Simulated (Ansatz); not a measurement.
SiO$_{2}$

```xyz
36
Lattice="8.9995 0.0000 0.0000 0.0000 8.9995 0.0000 0.0000 0.0000 8.9995" Properties=species:S:1:pos:R:3 pbc="T T T"
Si    2.2499    4.4997    0.0000
Si    6.7496    0.0000    4.4997
Si    2.2499    0.0000    4.4997
Si    6.7496    4.4997    0.0000
Si    4.4997    0.0000    2.2499
Si    0.0000    4.4997    6.7496
Si    0.0000    4.4997    2.2499
Si    4.4997    0.0000    6.7496
Si    4.4997    2.2499    0.0000
Si    0.0000    6.7496    4.4997
Si    0.0000    2.2499    4.4997
Si    4.4997    6.7496    0.0000
O     5.8173    0.0000    3.1821
O     1.3176    4.4997    7.6818
O     1.3176    1.3176    4.4997
O     5.8173    5.8173    0.0000
O     5.8173    3.1821    0.0000
O     1.3176    7.6818    4.4997
O     3.1821    0.0000    3.1821
O     7.6818    4.4997    7.6818
O     1.3176    4.4997    1.3176
O     5.8173    0.0000    5.8173
O     0.0000    5.8173    3.1821
O     4.4997    1.3176    7.6818
O     0.0000    3.1821    3.1821
O     4.4997    7.6818    7.6818
O     3.1821    5.8173    0.0000
O     7.6818    1.3176    4.4997
O     0.0000    3.1821    5.8173
O     4.4997    7.6818    1.3176
O     4.4997    1.3176    1.3176
O     0.0000    5.8173    5.8173
O     3.1821    3.1821    0.0000
O     7.6818    7.6818    4.4997
O     3.1821    0.0000    5.8173
O     7.6818    4.4997    1.3176
```

Space group Im-3m; a structure from a database of computed crystals, not necessarily the ambient phase; changed on purpose from its base cell (volume × 1.03, shape and atoms relaxed); computed pressure about −3 GPa in this cell.

These are results of DFT LDA, scalar-relativistic, plane waves, PAW (Ansatz 0.2.0), not measurements.

> Predict the valence pseudo-density and electron localisation function between the atoms.

Si–O (1.61 Å): ρ at the midpoint is about 1.2 e/Å³; the ELF peaks at about 0.85 between the atoms; a short, strongly polar bond.

> Does the calculation give a band gap?

It is gapped, with a Kohn–Sham gap of 5.5 eV on the k-point mesh, an upper bound to the gap of this method.

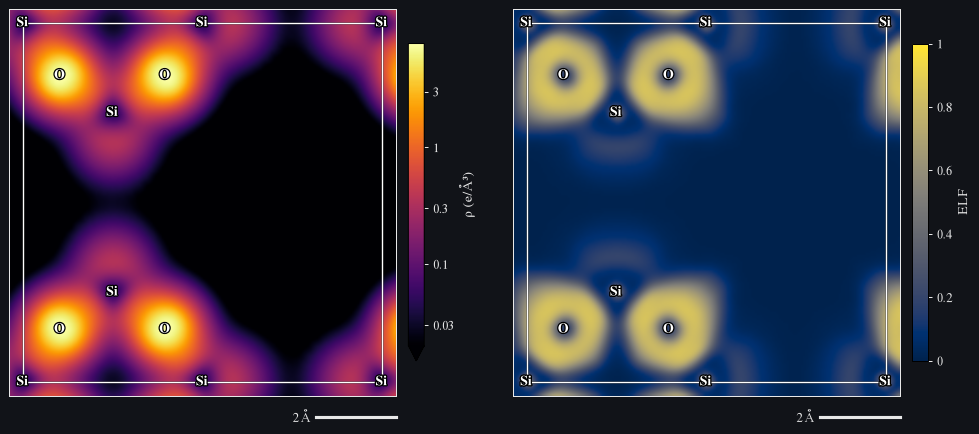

Computed valence pseudo-density and electron localisation function on the (001) plane of the conventional cell, in this order. 
